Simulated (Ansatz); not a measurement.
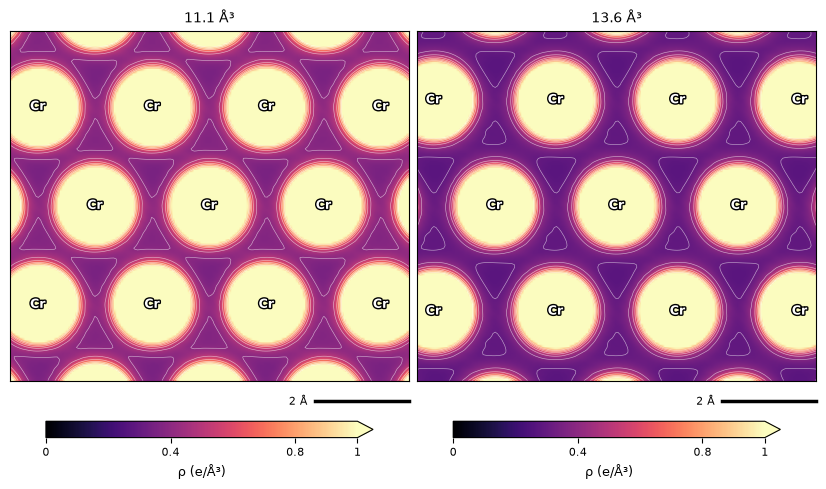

Cr. The valence charge density (pseudo) of cells scaled evenly to different volumes (given per atom above each panel), on the (001) plane of each (indices in the axes of the cell below), at one length scale and on one colour scale.

A generated structure, not necessarily the stable one; the program warned that a starting moment wasn't kept; spin-polarised, but the moments vanished.

Computed with Ansatz 0.2.0, DFT, revPBE, plane waves (420 eV) with PAW, scalar-relativistic.

Core electrons are frozen (PAW), and the valence fields are smoothed inside the atomic spheres.

The largest cell:

```xyz
2
Lattice="2.5941 0.0000 0.0000 -1.2971 2.2466 0.0000 0.0000 0.0000 4.6516" Properties=species:S:1:pos:R:3 pbc="T T T"
Cr    0.0000    1.4977    1.1629
Cr    1.2971    0.7489    3.4887
```

| volume (Å³/atom) | Cr–Cr contact in the plane (Å) | ρ at its midpoint (e/Å³) | 
| --- | --- | --- |
| 11.13 | 2.429 | 0.410 | 
| 12.10 | 2.498 | ? | 
| 13.55 | 2.594 | 0.313 | 

Q: Estimate the missing row, and compare with the calculation.

A: Over the known rows ln ρ falls by 1.64 per Å of Cr–Cr distance (the line through the two), which gives 0.366 e/Å³ at 2.498 Å; the calculation gives 0.365 e/Å³.
